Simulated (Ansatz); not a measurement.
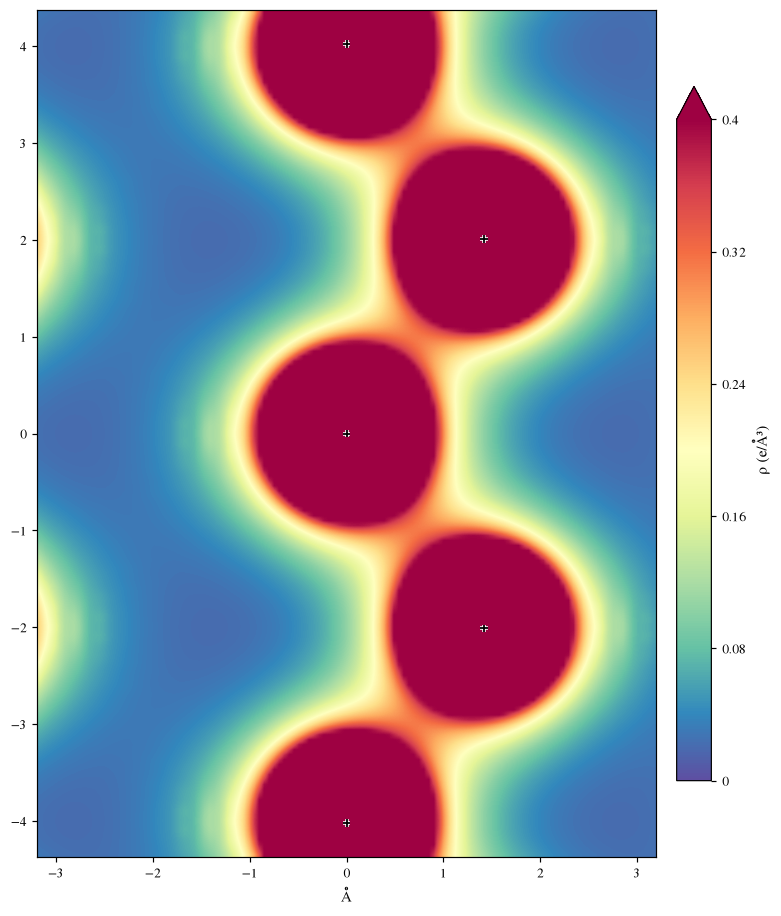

The valence electron density on a plane through atoms (crosses mark nuclei in the plane).

Method: DFT, r2SCAN, plane waves (500 eV) with PAW, fully relativistic with spin-orbit coupling in Ansatz 0.2.0.

Candidates:
A. Ni, a = 3.55 Å, b = 3.55 Å, c = 3.55 Å, α = 60.00°, β = 60.00°, γ = 60.00°. Space group Fd-3m; set up as Ni, diamond; a generated structure, not necessarily the stable one.
B. Zn, a = 5.69 Å, b = 5.69 Å, c = 5.69 Å, α = 90.00°, β = 90.00°, γ = 90.00°. Space group Fd-3m; set up as Zn, diamond; a generated structure, not necessarily the stable one.
C. Ge, a = 2.68 Å, b = 2.68 Å, c = 2.68 Å, α = 90.00°, β = 90.00°, γ = 90.00°. Space group Pm-3m; set up as Ge, simple cubic; a generated structure, not necessarily the stable one.

Question: Which system is this?

Answer: Candidate B: Zn on the (011) plane of the conventional cell, which holds Zn. Zn–Zn (2.46 Å): ρ is about 0.31 e/Å³ halfway.
